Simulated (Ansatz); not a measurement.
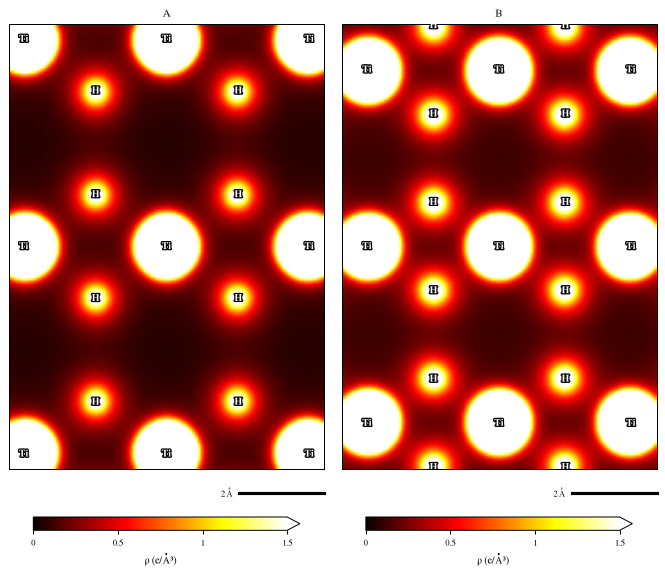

TiH$_{2}$. The valence charge density (pseudo) of two cells that differ in size and shape, on the (110) plane of each (indices in the axes of the calculation cell), at one length scale and on one colour scale: A has 9.1 Å³ an atom and B 6.6.

Space group I4/mmm; computed without spin polarisation.

These are results of Ansatz, DFT r2SCAN, scalar-relativistic, plane waves, PAW, not measurements.

The density is the valence pseudo-density of a PAW calculation; it isn't the true density close to the nuclei.

The larger cell:

```xyz
3
Lattice="-1.7242 1.7242 2.3042 1.7242 -1.7242 2.3042 1.7242 1.7242 -2.3042" Properties=species:S:1:pos:R:3 pbc="T T T"
Ti    0.0000    0.0000    0.0000
H     0.0000    1.7242    1.1521
H     1.7242    0.0000    1.1521
```

The smaller cell: a = 3.102 Å, b = 3.102 Å, c = 3.102 Å, α = 123.48°, β = 123.48°, γ = 84.07°.

> What does the compression do to the bonding and the properties?

From the larger cell to the smaller, Ti–H goes from 2.07 to 1.87 Å, and the density at its midpoint from 0.3 to 0.52 e/Å³; the pressure goes from −23 to 12 GPa.
